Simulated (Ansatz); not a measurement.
Run report: Nb₃N₅, field-gradient calculation (part 2 of 2)

Nb₃N₅ (Cmcm, 16 atoms in the cell); DFT, r2SCAN, plane-wave PAW, default files, scalar-relativistic, no spin polarisation (Ansatz 0.2.0); cutoff 500 eV, 8×8×3 k-mesh, Fermi–Dirac smearing of 0.02 eV. The structure derives from a Materials Project entry. It belongs to a series of runs on one base structure; here: functional r2SCAN.

Geometry of the input (Å; fractional positions):
```
1.9496  -5.1994  0.0000
1.9496  5.1994  0.0000
0.0000  0.0000  10.3936
Nb 0.8692  0.1308  0.9403
Nb 0.8692  0.1308  0.5597
Nb 0.7977  0.2023  0.2500
Nb 0.2023  0.7977  0.7500
Nb 0.1308  0.8692  0.0597
Nb 0.1308  0.8692  0.4403
N  0.6912  0.3088  0.4254
N  0.9526  0.0474  0.1196
N  0.9526  0.0474  0.3804
N  0.6912  0.3088  0.0746
N  0.7645  0.2355  0.7500
N  0.0474  0.9526  0.8804
N  0.3088  0.6912  0.5746
N  0.3088  0.6912  0.9254
N  0.2355  0.7645  0.2500
N  0.0474  0.9526  0.6196
```

**Output, continued**
```
  k-point 41: bands = ["-46.5161", "-46.5149", "-46.2993", "-46.2991", "-46.2752", "-46.2743", "-22.0668", "-22.0297", "-21.8949", "-21.8928", "-21.8713", "-21.8636", "-21.8478", "-21.8213", "-21.7062", "-21.6796", "-21.6520", "-21.6385", "-21.5586", "-21.5531", "-21.5388", "-21.5097", "-21.4995", "-21.4866", "-4.3570", "-4.1890", "-3.9159", "-3.7855", "-3.5819", "-3.4693", "-3.1030", "-3.0295", "-2.7367", "-2.7029", "5.3280", "5.4670", "5.6112", "5.7518", "5.8187", "6.0233", "6.1401", "6.1794", "6.6403", "6.7763", "6.7871", "7.0441", "7.2406", "7.2480", "7.9455", "8.0639", "8.4732", "8.5298", "8.7100", "8.7716", "8.8491", "8.8967", "9.2006", "9.2840", "9.3794", "9.3950", "9.5758", "9.6154", "10.1032", "10.2407", "11.9811", "12.2478", "13.0416", "13.2544", "13.2842", "13.4145", "13.6984", "14.0802", "14.2583", "14.3068", "14.3733", "14.5592", "14.9287", "15.2031", "15.7719", "15.9941"]
--- Löwdin populations: 16 sites ---
  site symbol       q [e]
     0     Nb     11.7095
     1     Nb     11.7095
     2     Nb     11.6788
     3     Nb     11.6788
     4     Nb     11.7095
     5     Nb     11.7095
     6      N      5.7535
     7      N      5.6561
     8      N      5.6561
     9      N      5.7535
    10      N      5.7759
    11      N      5.6561
    12      N      5.7535
    13      N      5.7535
    14      N      5.7759
    15      N      5.6561
  spilling = 0.004801 (of n_electrons = 128.000000)
```

**File populations.tsv**
```
# site	symbol	l	j	q
# orbitals = lowdin
# n_electrons = 128.000000
# spilling = 0.004801
0	Nb	0_4S	-	1.924188
0	Nb	0_5S	-	0.458303
0	Nb	1_4P	-	5.969563
0	Nb	2_4D	-	3.357435
1	Nb	0_4S	-	1.924188
1	Nb	0_5S	-	0.458303
1	Nb	1_4P	-	5.969563
1	Nb	2_4D	-	3.357435
2	Nb	0_4S	-	1.925496
2	Nb	0_5S	-	0.463422
2	Nb	1_4P	-	5.971498
2	Nb	2_4D	-	3.318345
3	Nb	0_4S	-	1.925496
3	Nb	0_5S	-	0.463422
3	Nb	1_4P	-	5.971498
3	Nb	2_4D	-	3.318345
4	Nb	0_4S	-	1.924188
4	Nb	0_5S	-	0.458303
4	Nb	1_4P	-	5.969563
4	Nb	2_4D	-	3.357435
5	Nb	0_4S	-	1.924188
5	Nb	0_5S	-	0.458303
5	Nb	1_4P	-	5.969563
5	Nb	2_4D	-	3.357435
6	N	0_2S	-	1.544903
6	N	1_2P	-	4.208567
7	N	0_2S	-	1.566667
7	N	1_2P	-	4.089421
8	N	0_2S	-	1.566667
8	N	1_2P	-	4.089421
9	N	0_2S	-	1.544903
9	N	1_2P	-	4.208567
10	N	0_2S	-	1.553828
10	N	1_2P	-	4.222030
11	N	0_2S	-	1.566667
11	N	1_2P	-	4.089421
12	N	0_2S	-	1.544903
12	N	1_2P	-	4.208567
13	N	0_2S	-	1.544903
13	N	1_2P	-	4.208567
14	N	0_2S	-	1.553828
14	N	1_2P	-	4.222030
15	N	0_2S	-	1.566667
15	N	1_2P	-	4.089421
```

**File rho_z.tsv**
```
# z_ang	rho[e/angstrom^3]
# format = ansatz-planar-average/11
# lattice	1.949635732	-5.199383840	0.000000000
# lattice	1.949635732	5.199383840	0.000000000
# lattice	0.000000000	0.000000000	10.393629210
# sites	16
# site	41	1.949635732	-3.838932094	9.772671603
# site	41	1.949635732	-3.838932094	5.817772212
# site	41	1.949635732	-3.095919138	2.598407303
# site	41	1.949635732	3.095919138	7.795221908
# site	41	1.949635732	3.838932094	0.620957607
# site	41	1.949635732	3.838932094	4.575856998
# site	7	1.949635732	-1.988390171	4.421968716
# site	7	1.949635732	-4.706511160	1.243306090
# site	7	1.949635732	-4.706511160	3.953508515
# site	7	1.949635732	-1.988390171	0.774845889
# site	7	1.949635732	-2.750755026	7.795221908
# site	7	1.949635732	4.706511160	9.150323120
# site	7	1.949635732	1.988390171	5.971660494
# site	7	1.949635732	1.988390171	9.618783321
# site	7	1.949635732	2.750755026	2.598407303
# site	7	1.949635732	4.706511160	6.440120695
0.000000	5.083636e-1
0.129920	5.390267e-1
0.259841	6.170900e-1
0.389761	7.109536e-1
0.519681	7.918373e-1
0.649602	8.467958e-1
0.779522	8.720239e-1
0.909443	8.571646e-1
1.039363	7.907908e-1
1.169283	6.832683e-1
1.299204	5.662830e-1
1.429124	4.650212e-1
1.559044	3.864601e-1
1.688965	3.356790e-1
1.818885	3.253504e-1
1.948805	3.652677e-1
2.078726	4.508498e-1
2.208646	5.587440e-1
2.338567	6.540910e-1
2.468487	7.125352e-1
2.598407	7.309961e-1
2.728328	7.125352e-1
2.858248	6.540910e-1
2.988168	5.587440e-1
3.118089	4.508498e-1
3.248009	3.652677e-1
3.377929	3.253504e-1
3.507850	3.356790e-1
3.637770	3.864601e-1
3.767691	4.650212e-1
3.897611	5.662830e-1
4.027531	6.832683e-1
4.157452	7.907908e-1
4.287372	8.571646e-1
4.417292	8.720239e-1
4.547213	8.467958e-1
4.677133	7.918373e-1
4.807054	7.109536e-1
4.936974	6.170900e-1
5.066894	5.390267e-1
5.196815	5.083636e-1
5.326735	5.390267e-1
5.456655	6.170900e-1
5.586576	7.109536e-1
5.716496	7.918373e-1
5.846416	8.467958e-1
5.976337	8.720239e-1
6.106257	8.571646e-1
6.236178	7.907908e-1
6.366098	6.832683e-1
6.496018	5.662830e-1
6.625939	4.650212e-1
6.755859	3.864601e-1
6.885779	3.356790e-1
7.015700	3.253504e-1
7.145620	3.652677e-1
7.275540	4.508498e-1
7.405461	5.587440e-1
7.535381	6.540910e-1
7.665302	7.125352e-1
7.795222	7.309961e-1
7.925142	7.125352e-1
8.055063	6.540910e-1
8.184983	5.587440e-1
8.314903	4.508498e-1
8.444824	3.652677e-1
8.574744	3.253504e-1
8.704664	3.356790e-1
8.834585	3.864601e-1
8.964505	4.650212e-1
9.094426	5.662830e-1
9.224346	6.832683e-1
9.354266	7.907908e-1
9.484187	8.571646e-1
9.614107	8.720239e-1
9.744027	8.467958e-1
9.873948	7.918373e-1
10.003868	7.109536e-1
10.133788	6.170900e-1
10.263709	5.390267e-1
```

**File v_z.tsv**
```
# z_ang	v_es[eV]	v_tot[eV]
# format = ansatz-planar-average/11
# xc	r2scan
# density_cutoff_ev	2000
# datasets	Nb=:simpson_from_first_knot:soft:shift=0	N=:simpson_from_first_knot:soft:shift=0
# lattice	1.949635732	-5.199383840	0.000000000
# lattice	1.949635732	5.199383840	0.000000000
# lattice	0.000000000	0.000000000	10.393629210
# sites	16
# site	41	1.949635732	-3.838932094	9.772671603
# site	41	1.949635732	-3.838932094	5.817772212
# site	41	1.949635732	-3.095919138	2.598407303
# site	41	1.949635732	3.095919138	7.795221908
# site	41	1.949635732	3.838932094	0.620957607
# site	41	1.949635732	3.838932094	4.575856998
# site	7	1.949635732	-1.988390171	4.421968716
# site	7	1.949635732	-4.706511160	1.243306090
# site	7	1.949635732	-4.706511160	3.953508515
# site	7	1.949635732	-1.988390171	0.774845889
# site	7	1.949635732	-2.750755026	7.795221908
# site	7	1.949635732	4.706511160	9.150323120
# site	7	1.949635732	1.988390171	5.971660494
# site	7	1.949635732	1.988390171	9.618783321
# site	7	1.949635732	2.750755026	2.598407303
# site	7	1.949635732	4.706511160	6.440120695
0.000000	4.028439e0	-7.646525e0
0.129920	3.741339e0	-8.034808e0
0.259841	2.969632e0	-9.082191e0
0.389761	1.950367e0	-1.047046e1
0.519681	9.728590e-1	-1.176813e1
0.649602	2.393210e-1	-1.278913e1
0.779522	-2.406040e-2	-1.326878e1
0.909443	3.750029e-1	-1.286896e1
1.039363	1.500578e0	-1.147599e1
1.169283	3.244802e0	-9.186711e0
1.299204	5.311343e0	-6.411252e0
1.429124	7.299399e0	-3.763125e0
1.559044	8.813810e0	-1.744843e0
1.688965	9.646221e0	-5.762788e-1
1.818885	9.734967e0	-4.006397e-1
1.948805	8.905874e0	-1.336644e0
2.078726	7.234175e0	-3.271090e0
2.208646	5.238027e0	-5.529356e0
2.338567	3.419745e0	-7.552905e0
2.468487	2.153269e0	-9.018286e0
2.598407	1.702938e0	-9.539130e0
2.728328	2.153269e0	-9.018286e0
2.858248	3.419745e0	-7.552905e0
2.988168	5.238027e0	-5.529356e0
3.118089	7.234175e0	-3.271090e0
3.248009	8.905874e0	-1.336644e0
3.377929	9.734967e0	-4.006397e-1
3.507850	9.646221e0	-5.762788e-1
3.637770	8.813810e0	-1.744843e0
3.767691	7.299399e0	-3.763125e0
3.897611	5.311343e0	-6.411252e0
4.027531	3.244802e0	-9.186711e0
4.157452	1.500578e0	-1.147599e1
4.287372	3.750029e-1	-1.286896e1
4.417292	-2.406040e-2	-1.326878e1
4.547213	2.393210e-1	-1.278913e1
4.677133	9.728590e-1	-1.176813e1
4.807054	1.950367e0	-1.047046e1
4.936974	2.969632e0	-9.082191e0
5.066894	3.741339e0	-8.034808e0
5.196815	4.028439e0	-7.646525e0
5.326735	3.741339e0	-8.034808e0
5.456655	2.969632e0	-9.082191e0
5.586576	1.950367e0	-1.047046e1
5.716496	9.728590e-1	-1.176813e1
5.846416	2.393210e-1	-1.278913e1
5.976337	-2.406040e-2	-1.326878e1
6.106257	3.750029e-1	-1.286896e1
6.236178	1.500578e0	-1.147599e1
6.366098	3.244802e0	-9.186711e0
6.496018	5.311343e0	-6.411252e0
6.625939	7.299399e0	-3.763125e0
6.755859	8.813810e0	-1.744843e0
6.885779	9.646221e0	-5.762788e-1
7.015700	9.734967e0	-4.006397e-1
7.145620	8.905874e0	-1.336644e0
7.275540	7.234175e0	-3.271090e0
7.405461	5.238027e0	-5.529356e0
7.535381	3.419745e0	-7.552905e0
7.665302	2.153269e0	-9.018286e0
7.795222	1.702938e0	-9.539130e0
7.925142	2.153269e0	-9.018286e0
8.055063	3.419745e0	-7.552905e0
8.184983	5.238027e0	-5.529356e0
8.314903	7.234175e0	-3.271090e0
8.444824	8.905874e0	-1.336644e0
8.574744	9.734967e0	-4.006397e-1
8.704664	9.646221e0	-5.762788e-1
8.834585	8.813810e0	-1.744843e0
8.964505	7.299399e0	-3.763125e0
9.094426	5.311343e0	-6.411252e0
9.224346	3.244802e0	-9.186711e0
9.354266	1.500578e0	-1.147599e1
9.484187	3.750029e-1	-1.286896e1
9.614107	-2.406040e-2	-1.326878e1
9.744027	2.393210e-1	-1.278913e1
9.873948	9.728590e-1	-1.176813e1
10.003868	1.950367e0	-1.047046e1
10.133788	2.969632e0	-9.082191e0
10.263709	3.741339e0	-8.034808e0
```

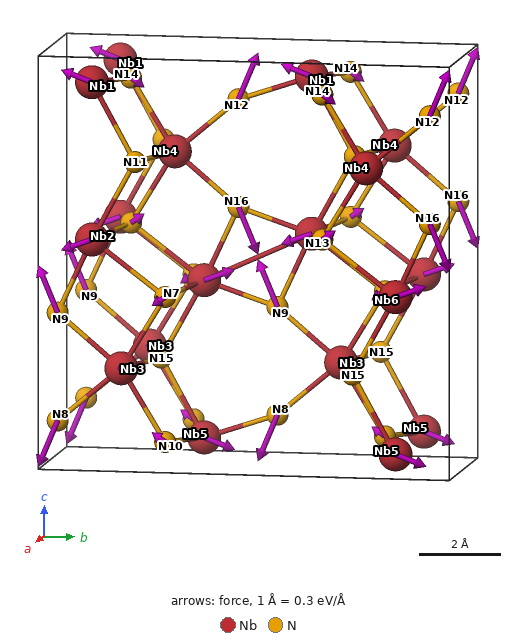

*Forces on the atoms as pink arrows (ball-and-stick view of the cell 2 times as large as that of the calculation, set on its symmetry axes, seen slightly off an axis; atoms are numbered from 1 in the order of the input); the smallest are left out.*

The largest act on N8, N9, N12, N16 (0.39 eV/Å); Nb1, Nb2, Nb5, Nb6 (0.25 eV/Å); N7, N10, N13, N14 (0.13 eV/Å). The geometry is not a stationary point of this energy.

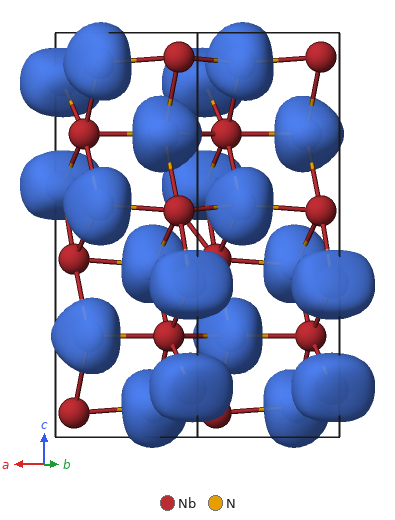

*Isosurface of the ELF at 0.65 (blue), seen along [110]. Core shells and regions of very low density are left out. Sticks mark near contacts. The outline is the cell set on symmetry axes.*

Profiles from the grid: Nb–N (1.96 Å): the ELF peaks at about 0.80 in the valence shell of N, 0.6 Å from its nucleus, and drops to about 0.35 between the two atoms. Nb–Nb (2.99 Å): the ELF is about 0.20 at the midpoint. In a PAW calculation such maps are meaningful between the atoms, not at the nuclei.

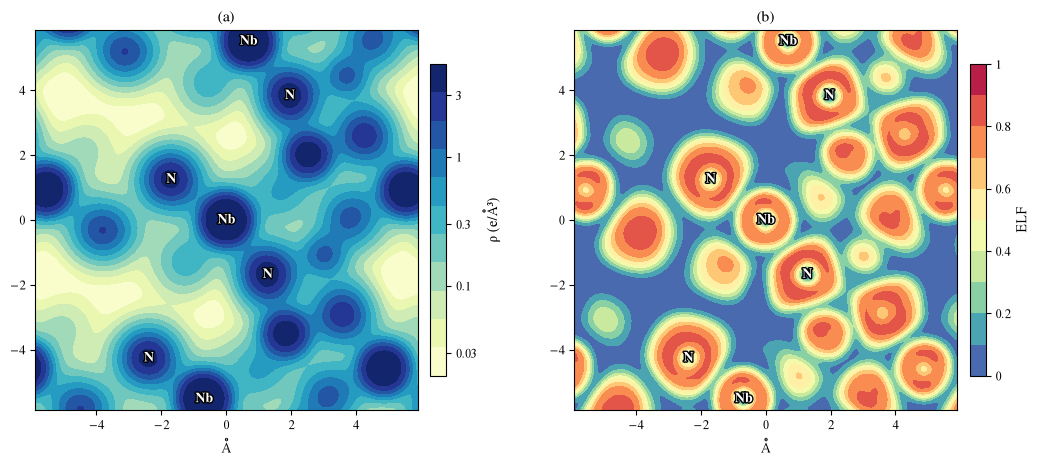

*(a) valence pseudo-density; (b) electron localisation function on the (111) plane of the conventional cell.*

The section cuts through Nb and N sites. Nb–N (2.13 Å): ρ is about 0.71 e/Å³ halfway; the ELF peaks at about 0.80 in the valence shell of N, 0.6 Å from its nucleus, and drops to about 0.25 between the two atoms. Away from the nuclei the density in this plane falls to 0.01 e/Å³ at its lowest. The strong features right at Nb lie inside the PAW spheres (semicore, d or f shells) and say nothing about bonding.

**Key numbers**

```json
{"quantity": "outcome", "value": "converged"}
{"quantity": "space group (tolerance 0.01 Å)", "value": "Cmcm (63)"}
{"quantity": "electrons treated", "value": "128"}
{"quantity": "free energy", "value": "−31246.9807 eV"}
{"quantity": "Fermi energy", "value": "11.268 eV"}
{"quantity": "gap on the k-point mesh", "value": "1.12 eV"}
{"quantity": "pressure", "value": "−6.22 GPa"}
{"quantity": "field gradient V_zz (10²¹ V/m²)", "value": "Nb 3.78, Nb 3.78, Nb 3.63, Nb 3.63, Nb 3.78, Nb 3.78, N 0.50, N −2.52 (the first 8 of 16 sites)"}
{"quantity": "largest force (length of the vector)", "value": "0.387 eV/Å"}
{"quantity": "wall time", "value": "2 min"}
{"quantity": "peak memory", "value": "1.5 GiB"}
```

**Remarks**

Warnings of the run: the field gradients leave out spin–orbit coupling. The cell is under a tension of 6.2 GPa at this level, so it is not at its equilibrium volume.
